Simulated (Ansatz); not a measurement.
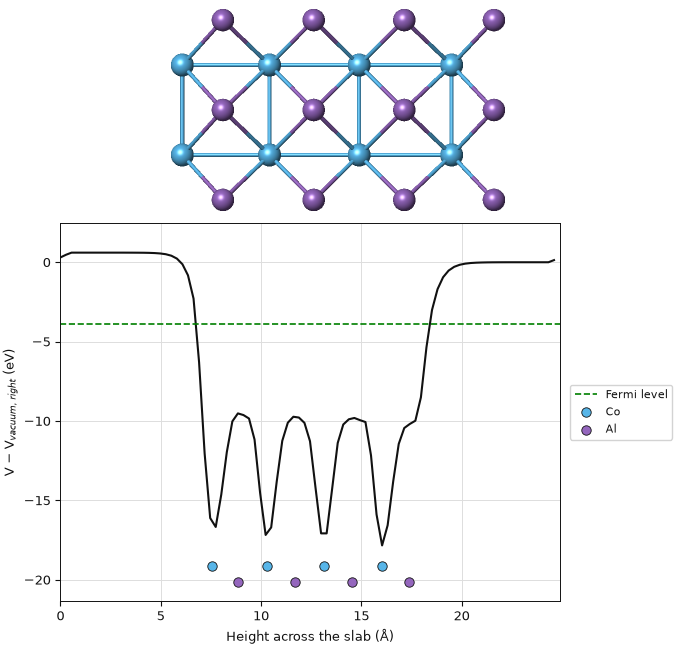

Plane-averaged electrostatic potential energy of an electron across the slab; circles at the bottom mark the heights of the atoms (positions after relaxation). The structure is drawn too.

Structure: a (100) slab cut from AlCo (Pm-3m), ended by Al above and Co below, 8 atoms in the cell; a = 2.82 Å, b = 2.82 Å, c = 24.88 Å, α = 90.00°, β = 90.00°, γ = 90.00°.

Method: DFT PBEsol, scalar-relativistic, plane waves, PAW, no spin polarisation, 12×12×1 k mesh (Ansatz).

### What is the work function?

The work function is 3.91 eV at the right face and 4.51 eV at the left.

### Do the two faces differ, and what does that say about the slab's dipole?

The vacuum level is 0.60 eV higher at the left than at the right, so the slab carries a dipole along its normal; the ramp in the vacuum, at or near the edge of the plot, is the dipole correction that keeps each side flat.

### How thick are slab and vacuum?

The outermost atoms are 9.8 Å apart, which leaves 15.1 Å of vacuum in a cell 24.9 Å high.

The run has no spin polarisation, so a magnetic state may lie lower.
